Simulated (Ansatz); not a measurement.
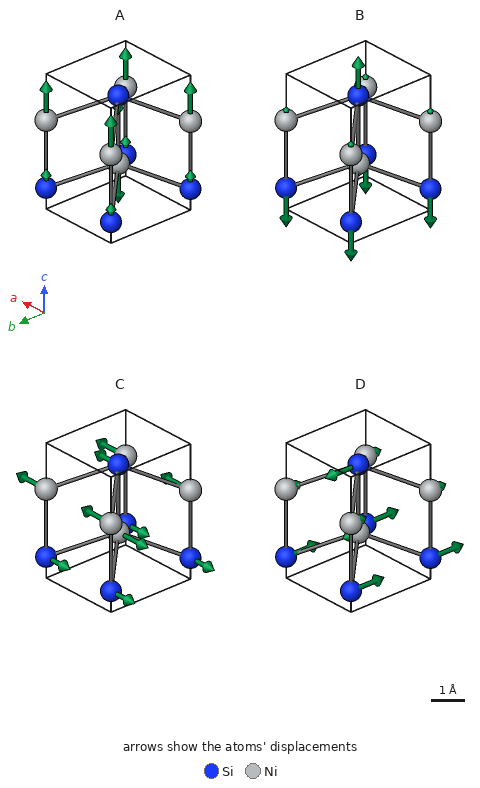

Four optical modes of a crystal of SiNi at 0.98 times its rest volume at the zone centre, in no order. The green arrows give the relative displacements of the atoms. Style: ball-and-stick. Shown: the cell of the calculation, from a free direction.

Method: DFT PBE, scalar-relativistic, plane waves, PAW (Ansatz). (plane-wave cutoff 420 eV; k-point mesh 14 × 12 × 10; occupations fermi dirac; smearing width 0.15 eV; no spin polarisation)

The frequencies depend somewhat on the k-mesh and the smearing.

Rank the modes by frequency, softest first.

C (179 cm⁻¹), A (250 cm⁻¹), D (324 cm⁻¹), B (410 cm⁻¹). C, B₂g: All motion is along a; atoms of one kind move against one another, with no net shift of any sublattice; it mainly bends the Ni–Si bonds; the kinetic energy is shared as Ni 78 %, Si 22 %. A, A_g: All motion is along c; atoms of one kind move against one another, with no net shift of any sublattice; the kinetic energy is shared as Ni 94 %, Si 6 %. D, B₃g: All motion is along b; atoms of one kind move against one another, with no net shift of any sublattice; the kinetic energy is shared as Si 81 %, Ni 19 %. B, A_g: All motion is along c; atoms of one kind move against one another, with no net shift of any sublattice; it stretches the shortest Ni–Si bonds (2.35 Å); the kinetic energy is shared as Si 94 %, Ni 6 %. The crystal is metallic in this run.

Limits of the set-up: an element that often carries a moment was run without spin polarisation.
